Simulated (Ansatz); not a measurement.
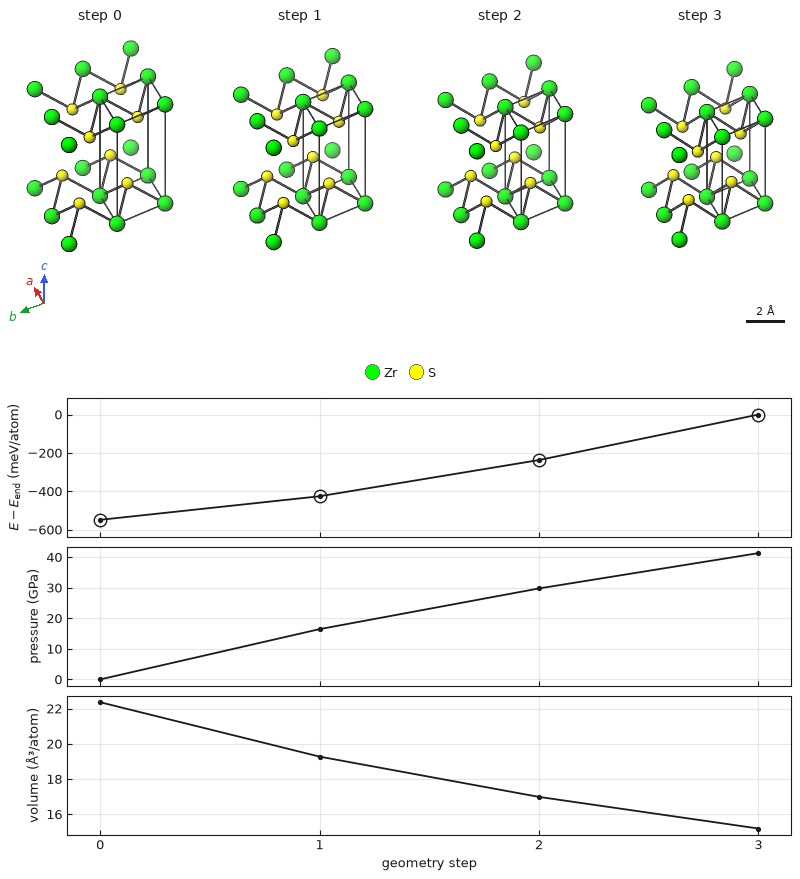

Frames of a relaxation of a crystal of ZrS₂ (set up in P-3m1), marked on the history of the run. A ball-and-stick model of the cell of the calculation, repeated 2 × 2 × 1 with one cell outlined, seen from a free direction.

Case: relaxed at 50 GPa.

Level of theory: DFT PBEsol, scalar-relativistic, plane waves, PAW in Ansatz.

Input file:
```yaml
crystal:
  lattice:
    - [3.627375088, 0.0, 0.0]
    - [-1.813687544, 3.1413989753, 0.0]
    - [0.0, 0.0, 5.8874527414]
  atoms:
    - { symbol: Zr, position: [0.0, 0.0, 0.0] }
    - { symbol: S, position: [0.3333333333, 0.6666666667, 0.2468122951] }
    - { symbol: S, position: [0.6666666667, 0.3333333333, 0.7531877049] }
basis:
  ecutwfc: 420
kpoints:
  mp_grid: { grid: [12, 12, 6] }
hamiltonian:
  xc: pbesol
scf:
  occupations: { method: fixed }
output:
  forces: true
  stress: true
  eigenvalues: true
relax:
  adjacent_minimum: "off"
  f_tol: 0.001
  max_steps: 60
  cell: { stress_tol: 0.02, p_target: 50.0 }
```

Command:
```bash
ansatz run input.yaml --threads 1 --pin off --max-ram 3072MiB --backend cpu --events-out ev --progress --plain --runs-dir out
```

Describe the path.

Answer. The relaxation stopped without meeting its thresholds, so the last structure isn't shown to be converged. Over 3 geometry steps the energy rises by 549 meV per atom. With the target pressure of 50 GPa, the enthalpy E + pV changes by −1689 meV per atom. Largest force component: 0.00037 eV/Å at the start, 1.2 eV/Å at the end. Pressure: 0.00 GPa at the start and 41.31 GPa at the end. The largest moves relative to the cell, 0.26 Å, are those of S2 and S3. S3 goes along −c. Zr stays in place. Cell: a = b 3.627 → 3.236 Å (−10.8 %), c 5.887 → 5.027 Å (−14.6 %). Volume −32.1 %. Near-neighbour distances that change, for instance: S2–S3 3.643 → 2.760 Å, Zr1–Zr1 3.627 → 3.236 Å, Zr1–S2 2.549 → 2.394 Å. Among the angles between lasting bonds that change: Zr1–S2–Zr1 90.7° → 85.0°, S2–Zr1–S2 90.7° → 85.0°, S2–Zr1–S3 89.3° → 95.0°. The space group stays P-3m1 (No. 164). Cost: 89 s on 1 thread of AMD EPYC 7R43 64-Core Processor (Zen 3), on a shared host, peak memory 0.46 GiB. From step 0 to 1: S atoms move most (0.03 Å), volume −13.8 %, energy +123 meV per atom. From step 1 to 2: S atoms move most (0.10 Å), volume −11.9 %, energy +189 meV per atom. From step 2 to 3: S atoms move most (0.13 Å), volume −10.6 %, energy +237 meV per atom.

```tsv
step	E − E(0), meV/atom	largest force component, eV/Å	pressure, GPa	volume, Å³/atom
0	0.00	0.0004	0.00	22.363
1	122.84	1.6184	16.45	19.276
2	311.50	2.0269	29.76	16.988
3	548.61	1.1745	41.31	15.193
```
